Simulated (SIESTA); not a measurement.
## CuI: 7 runs along one coordinate

System: CuI (P4/nmm, 4 atoms in the cell).
Method: Kohn-Sham DFT of a periodic cell, LDA, PseudoDojo 0.4 standard, converted to PSML, no spin polarisation (SIESTA 5.4.2).

The 7 runs differ only in the geometry, by an even scaling of the cell at fixed fractional positions. The structure derives from a Materials Project entry.

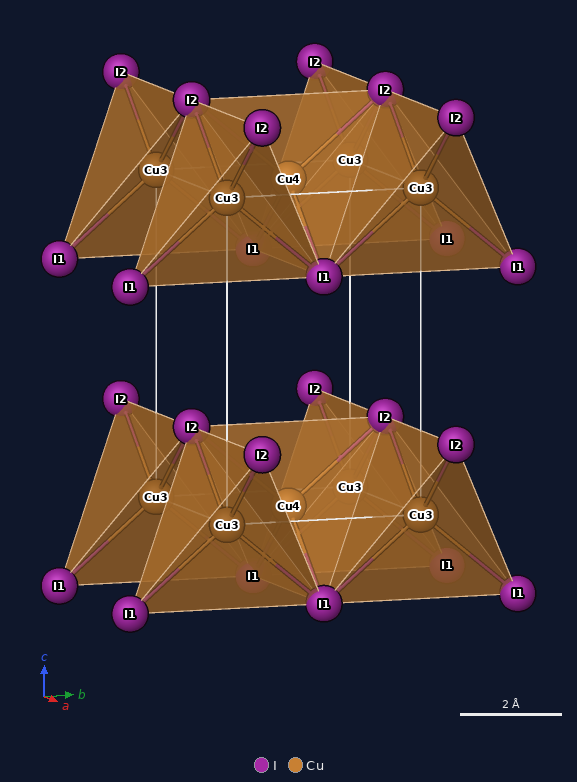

Figure 1. The structure of run 4 (polyhedral view of the cell of the calculation, seen slightly off an axis; polyhedra are completed across the faces of the cell; atoms are numbered from 1 in the order of the input). An atom can appear more than once, as a periodic image.

## Input of run 4
```
SystemName                      CuI
SystemLabel                     CuI
NumberOfSpecies                 2
NumberOfAtoms                   4
%block ChemicalSpeciesLabel
  1  53 I
  2  29 Cu
%endblock ChemicalSpeciesLabel

LatticeConstant                 1.0 Ang
%block LatticeVectors
     4.0901961900     0.0000000000     0.0000000000
     0.0000000000     4.0901961900     0.0000000000
     0.0000000000     0.0000000000     6.5514580400
%endblock LatticeVectors
AtomicCoordinatesFormat         Fractional
%block AtomicCoordinatesAndAtomicSpecies
     0.0000000000     0.5000000000     0.7430343600  1  I
     0.5000000000     0.0000000000     0.2569656400  1  I
     0.0000000000     0.0000000000     0.0000000000  2  Cu
     0.5000000000     0.5000000000     0.0000000000  2  Cu
%endblock AtomicCoordinatesAndAtomicSpecies

%block kgrid.MonkhorstPack
    7   0   0  0.0
    0   7   0  0.0
    0   0   4  0.0
%endblock kgrid.MonkhorstPack
XC.Functional                   LDA
XC.Authors                      PW92
PAO.BasisSize                   DZP
PAO.EnergyShift                 0.003 Ry
Mesh.Cutoff                     800 Ry
OccupationFunction              FD
ElectronicTemperature           0.05 eV
MaxSCFIterations                120
SCF.MustConverge                false
SCF.Mixer.Method                Pulay
SCF.Mixer.Weight                0.25
SCF.Mixer.History               8
SCF.DM.Tolerance                5.0e-05
SCF.H.Tolerance                 1.0e-03 eV
WriteForces                     true
Charge.Mulliken                 end
%block PAO.Basis
  Cu 5
  n=3 0 2
    2.379 0.000
  n=4 0 2
    7.181 0.000
  n=3 1 2
    2.662 0.000
  n=4 1 1
    7.181
  n=3 2 2
    4.908 0.000
%endblock PAO.Basis
```

Command:
```bash
siesta < CuI.fdf > CuI.out 2>&1
```

Run 2 differs from it as follows:
```diff
-     4.0901961900     0.0000000000     0.0000000000
-     0.0000000000     4.0901961900     0.0000000000
-     0.0000000000     0.0000000000     6.5514580400
+     4.0349164921     0.0000000000     0.0000000000
+     0.0000000000     4.0349164921     0.0000000000
+     0.0000000000     0.0000000000     6.4629139691
```

## Results, with one run withheld

| run | volume per atom (Å³) | free energy per atom, from the lowest run given (meV) | pressure (GPa) | gap on the mesh (eV) |
| --- | --- | --- | --- | --- |
| 1 | 25.757 | 0.00 | 0.73 | 2.09 |
| 2 | 26.305 | ? | ? | ? |
| 3 | 26.853 | 3.10 | −1.52 | 1.97 |
| 4 | 27.401 | 9.99 | −2.47 | 1.91 |
| 5 | 27.949 | 19.86 | −3.28 | 1.86 |
| 6 | 28.497 | 32.39 | −4.02 | 1.81 |
| 7 | 29.045 | 47.23 | −4.63 | 1.77 |

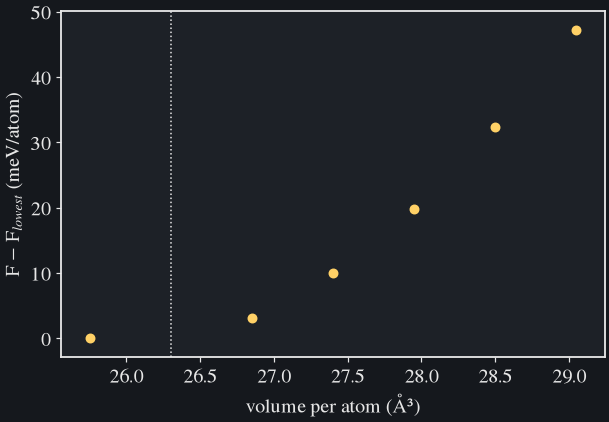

Figure 2. Free energy per atom of the runs given; the dotted line marks run 2.

Fit the runs given and predict run 2.

A cubic polynomial in V^(−2/3) (the Birch–Murnaghan form), fitted to the 6 runs given, misses them by at most 0.01 meV per atom. With x = V^(−2/3) − 0.10963 Å⁻², it reads F = 12.374 − 6355.8 x + 7.5685e+05 x² + 3.5373e+06 x³ (meV per atom). At run 2 it gives −0.38 meV per atom, and the run itself gives −0.37. The slope of the fit gives a pressure −dF/dV of −0.48 GPa there, and the run prints −0.47 GPa. The fit has its minimum at 26.079 Å³ per atom, where V d²F/dV² gives 56.5 GPa. Cell shape and fractional positions are held, so this is the stiffness under even scaling; the relaxed bulk modulus wasn't computed and can be far lower in a crystal of layers, chains or molecules like this one. The gap on the mesh goes, without turning, from 2.09 eV in run 1 to 1.77 eV in run 7; run 2 has 2.03 eV. These are gaps of this functional on this mesh, which can miss the band edges; they aren't the measured gap.

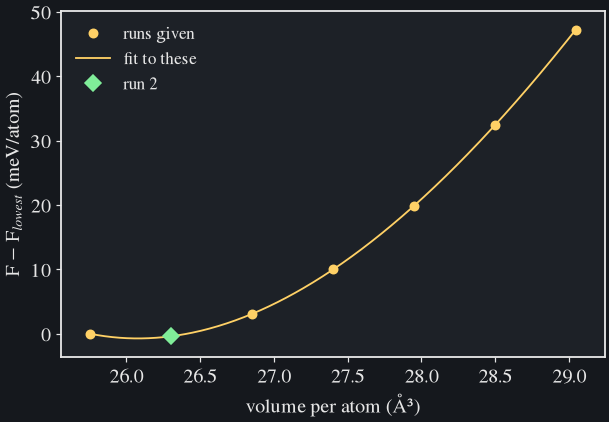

Figure 3. The fit and the withheld run.

## Some lines of the output (run 2)
```
[...]
outcell: Cell volume (Ang**3)        :    105.2198
stepf: Fermi-Dirac step function
siesta: Etot    =    -10971.162672
siesta: FreeEng =    -10971.177632
        iscf     Eharris(eV)        E_KS(eV)     FreeEng(eV)     dDmax    Ef(eV) dHmax(eV)
siesta: E_KS(eV) =           -11018.0858
siesta: E_KS - E_eggbox =    -11018.0858
siesta: Etot    =    -11018.085759
siesta: FreeEng =    -11018.085759
siesta:         Fermi =      -3.060755
siesta: Cell volume =        105.219801 Ang**3
    Orbital volume contribution        =           3.010001 eV
```

Notes: Points of doubt noted for this run: mulliken charges of long orbitals. With a small basis of atomic orbitals these values can differ much from converged plane-wave results.
